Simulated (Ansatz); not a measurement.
A structure file:

```
CELL_PARAMETERS angstrom
4.05530 0.00000 0.00000
-2.02765 3.51199 0.00000
0.00000 0.00000 4.93272
ATOMIC_POSITIONS crystal
Al 0.00000 0.00000 0.00000
Al 0.33333 0.66667 0.35072
Al 0.66667 0.33333 0.64928
Cu 0.33333 0.66667 0.84119
Cu 0.66667 0.33333 0.15881
```

### Summarise the structure in words.

The solid is Al3Cu2. It belongs to space group P-3m1 (No. 164) and has a primitive hexagonal lattice. With Z = 1, the cell contains 3 Al, 2 Cu.

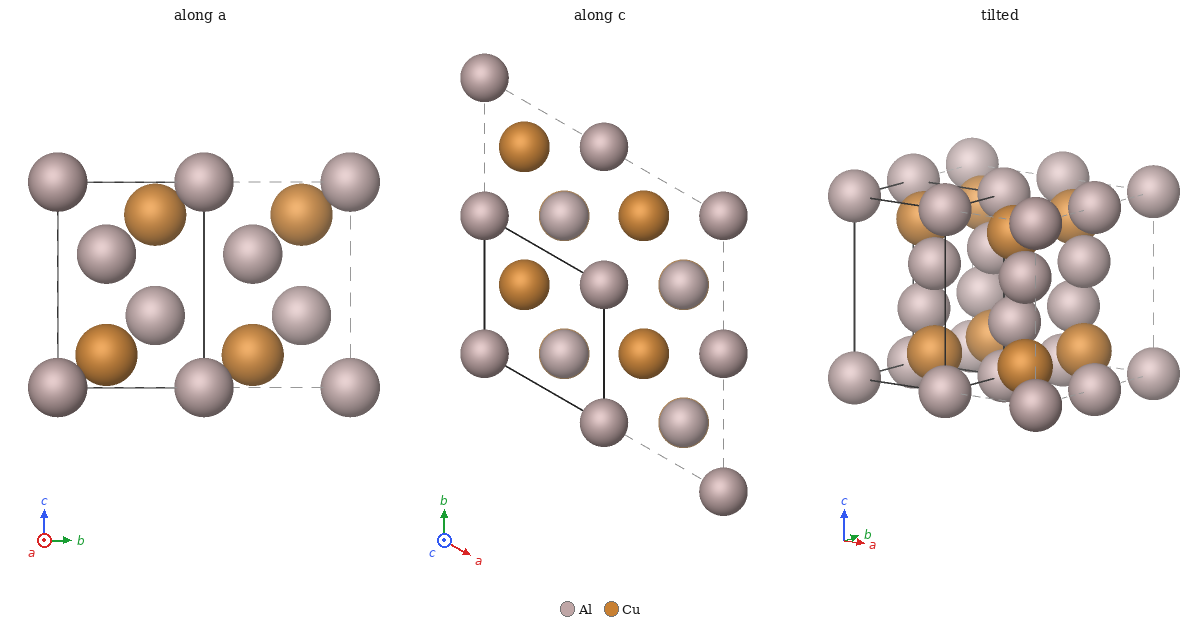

Drawn in the spheres-only manner and seen along the a axis, along the c axis and slightly off an axis. Shown are 2×2×1 repeats of the conventional unit cell, one of them outlined in solid lines.

Starting structure: a structure listed in the Materials Project. What is shown is the relaxed result from Ansatz, DFT LDA, scalar-relativistic, plane waves, PAW.
